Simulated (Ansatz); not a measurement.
Al (slab)

```
Al
1.0
     5.68022    0.00000    0.00000
    -2.84011    4.91921    0.00000
     0.00000    0.00000   30.69084
Al
12
Direct
  0.50102 0.83579 0.60607
  0.00210 0.83230 0.60608
  0.49752 0.33121 0.60607
  0.00021 0.33310 0.60764
  0.33354 0.99978 0.68234
  0.83352 0.99890 0.68185
  0.33442 0.50063 0.68185
  0.83269 0.49978 0.68185
  0.16780 0.16728 0.75769
  0.66678 0.16551 0.75769
  0.16603 0.66653 0.75769
  0.66687 0.66644 0.75774
```

All numbers below come from DFT PBE, scalar-relativistic, plane waves, PAW (Ansatz 0.2.0).

Q: Predict the valence pseudo-density and electron localisation function between the atoms.

A: Al–Al (2.83 Å): ρ is about 0.2 e/Å³ halfway; the ELF peaks at about 0.60 between the atoms.
Al–Al (2.83 Å): ρ is about 0.2 e/Å³ halfway; the ELF peaks at about 0.60 between the atoms.

Q: Metal or insulator at this level of theory?

A: It is gapless in this calculation (a metal or semimetal).

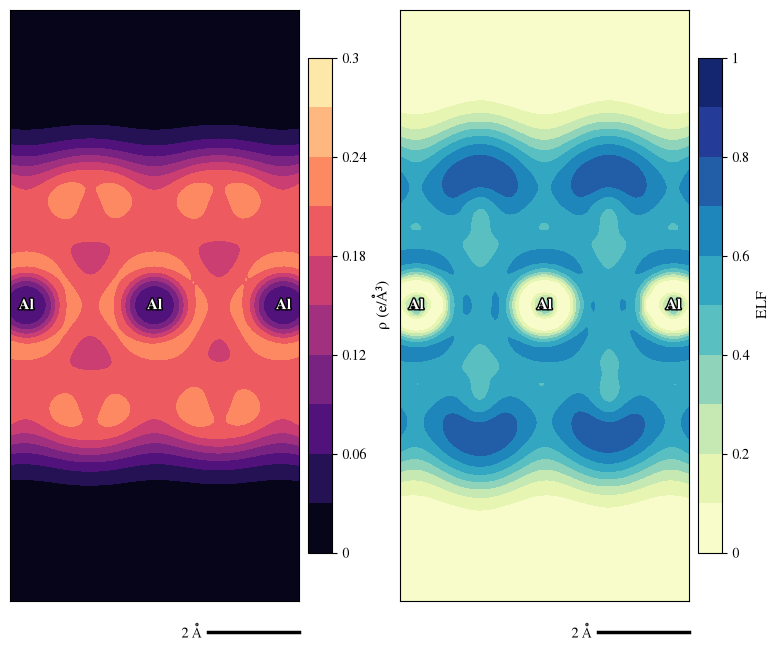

Computed valence pseudo-density and electron localisation function on the (100) plane of the calculation cell, a cut from vacuum to vacuum, in this order. Atoms just off the plane (Al, 0.8 Å away) can leave unmarked features too.

In a PAW calculation such maps are meaningful between the atoms, not at the nuclei.
